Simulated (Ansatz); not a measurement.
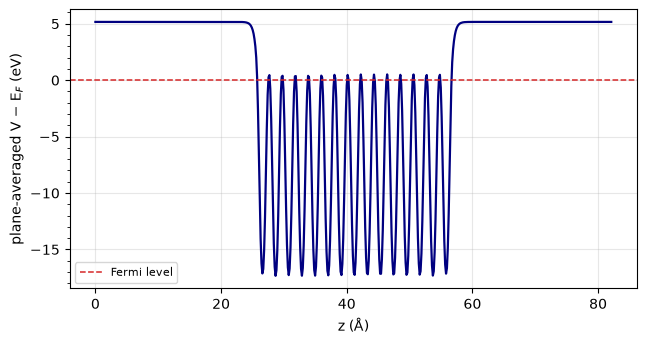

Cu (slab). Plane average of the electrostatic potential energy of an electron across the slab.

Computed without spin polarisation.

Level of theory: Ansatz, DFT LDA, scalar-relativistic, plane waves, PAW.

Core electrons are frozen (PAW), and the valence fields are smoothed inside the atomic spheres.

> Read off the work function of this surface.

The potential is flat in the vacuum, 5.16 eV above the Fermi level; this is the work function, the same on both faces.

> How thick is the slab, and how wide the vacuum?

The outermost nuclei are 29.2 Å apart, in 15 atomic planes; the vacuum between periodic images is 53.0 Å wide.
